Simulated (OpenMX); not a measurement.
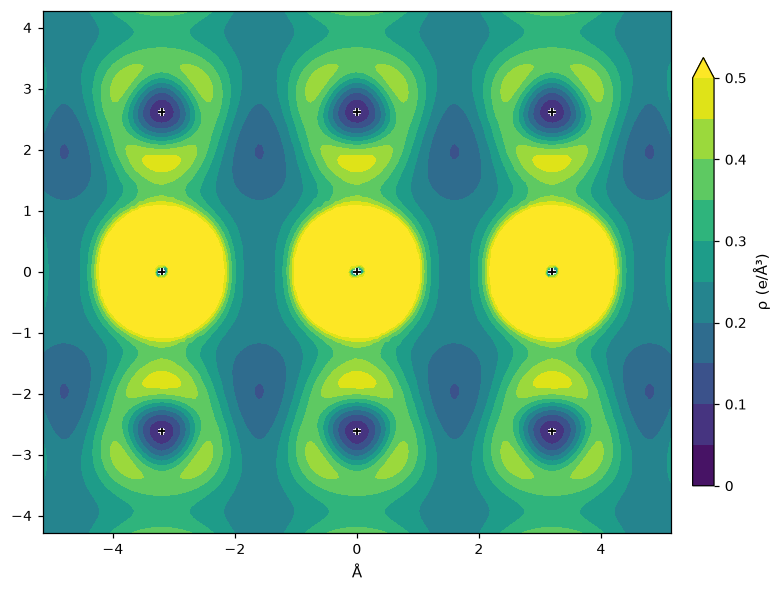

The valence pseudo-density on a plane through atoms (crosses mark nuclei in the plane).

Theory: Kohn-Sham DFT of a periodic cell, PBE, spin-orbit coupling, OpenMX 2013 PBE set in OpenMX.

Candidates:
A. Si2Mo, a = 3.20 Å, b = 3.20 Å, c = 7.86 Å, α = 90.00°, β = 90.00°, γ = 90.00°. Space group I4/mmm.
B. AlRu, a = 2.99 Å, b = 2.99 Å, c = 2.99 Å, α = 90.00°, β = 90.00°, γ = 90.00°. Space group Pm-3m.
C. Pt, a = 2.52 Å, b = 2.52 Å, c = 23.80 Å, α = 90.00°, β = 90.00°, γ = 90.00°. 

Q: Which candidate gave the map?

A: Candidate A: Si2Mo on the (100) plane of the conventional cell, which holds Mo and Si. Si–Mo (2.62 Å): the density is about 0.39 e/Å³ at the midpoint.
